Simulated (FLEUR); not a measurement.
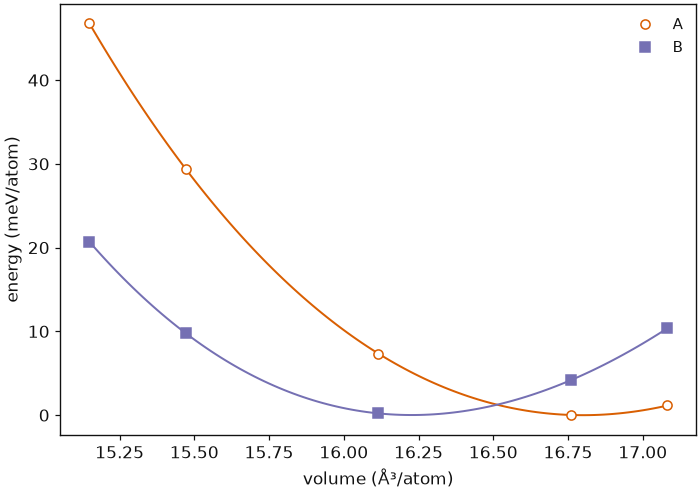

The figure compares two calculations of the energy against volume, each curve from its own zero. The first is for Al, space group Im-3m (No. 229).

The cell holds 1 atom.

Computed with FLEUR MaX-R8.1 (later development tree): all-electron LAPW DFT, no spin polarisation; energies at scaled volumes of the given cell, shape and fractions fixed, counted from the fit's minimum, third-order Birch-Murnaghan fit. Level: r2SCAN.

```tsv
setting	value
k mesh	12×12×12
occupations	Fermi–Dirac
smearing width	0.05 eV
potentials	all electron
program settings	basis FLAPW, kmax 4.15 1/bohr
```

In the second, the level changes from r2SCAN to SCAN.

Question: Which of A and B is the second calculation, and what did the change do?

Answer: A. The equilibrium volume rises from 16.23 to 16.80 Å³/atom (+3.5 %) and the bulk modulus falls from 81.2 to 79.6 GPa (−2.0 %).

V0 and the bulk modulus come from third-order Birch–Murnaghan fits.
